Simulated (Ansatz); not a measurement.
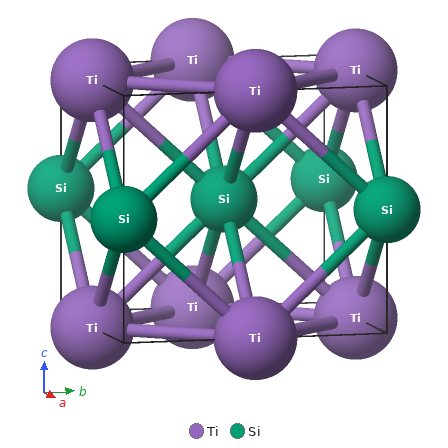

System: TiSi, space group Cmmm (No. 65). The picture shows the conventional cell.

Starting cell:
```yaml
crystal:
  lattice:
    - [3.60079, 0.00000, 0.00000]
    - [0.00000, 7.57856, 0.00000]
    - [0.00000, 0.00000, 4.14290]
  atoms:
    - { symbol: Ti, position: [0.00000, 0.50000, 0.05076] }
    - { symbol: Ti, position: [0.50000, 0.50000, 0.55074] }
    - { symbol: Ti, position: [0.50000, 0.00000, 0.55075] }
    - { symbol: Ti, position: [0.00000, 0.00000, 0.05075] }
    - { symbol: Si, position: [0.00000, 0.75000, 0.55075] }
    - { symbol: Si, position: [0.00000, 0.25000, 0.55075] }
    - { symbol: Si, position: [0.50000, 0.25000, 0.05075] }
    - { symbol: Si, position: [0.50000, 0.75000, 0.05075] }
```

How it was computed, with Ansatz 0.2.0: third-order Birch-Murnaghan fit to density functional energies at scaled volumes of the given relaxed cell, shape and atoms relaxed at each volume; energies count from the fitted minimum; plane waves with PAW datasets, Γ-centred k mesh. Level: PBEsol, no spin polarisation.

- wave cutoff: 420 eV
- k mesh: 10×6×10
- occupations: Gaussian
- smearing width: 0.1 eV

Predict the energy above the minimum and pressure against volume. The volume takes the values 12.436, 12.860, 13.284, 13.708, 14.132, 14.556, 14.980, 15.545 Å³/atom.

A third-order Birch–Murnaghan fit gives V0 = 14.13 Å³/atom, B0 = 138 GPa and B′ = 4.3. The energy above the minimum is 109.8 meV/atom at volume 12.436 Å³/atom and 51.7 meV/atom at 15.545 Å³/atom; the lowest computed point is at volume 14.132 Å³/atom (0.1 meV/atom). The pressure falls from 23.32 GPa at volume 12.436 Å³/atom to −10.73 GPa at 15.545 Å³/atom, and changes sign near 14.13 Å³/atom. The solid is metallic at every point.

| volume (Å³/atom) | energy above the minimum (meV/atom) | pressure (GPa) |
| --- | --- | --- |
| 12.436 | 109.8 | 23.32 |
| 12.860 | 58.2 | 15.95 |
| 13.284 | 24.3 | 9.83 |
| 13.708 | 5.7 | 4.48 |
| 14.132 | 0.1 | 0.00 |
| 14.556 | 5.2 | −3.83 |
| 14.980 | 19.9 | −7.13 |
| 15.545 | 51.7 | −10.73 |

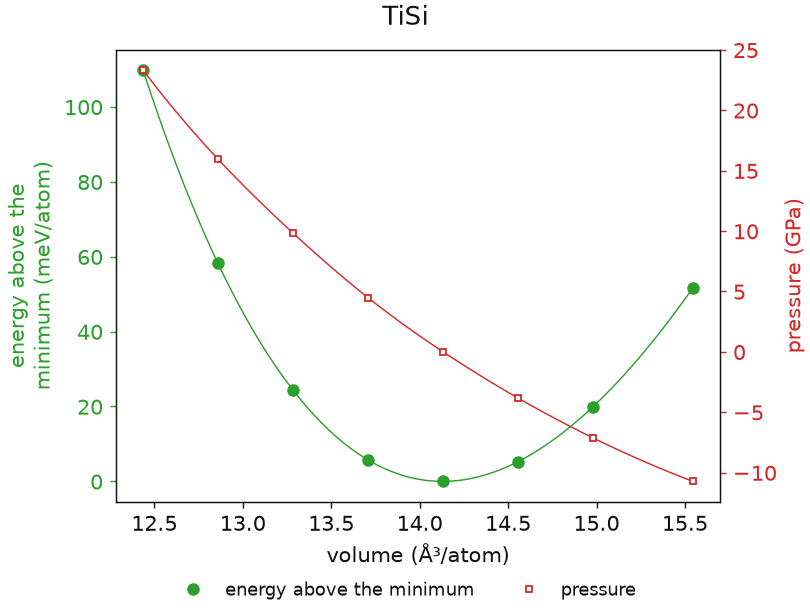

Note: structure snapped to symmetry.
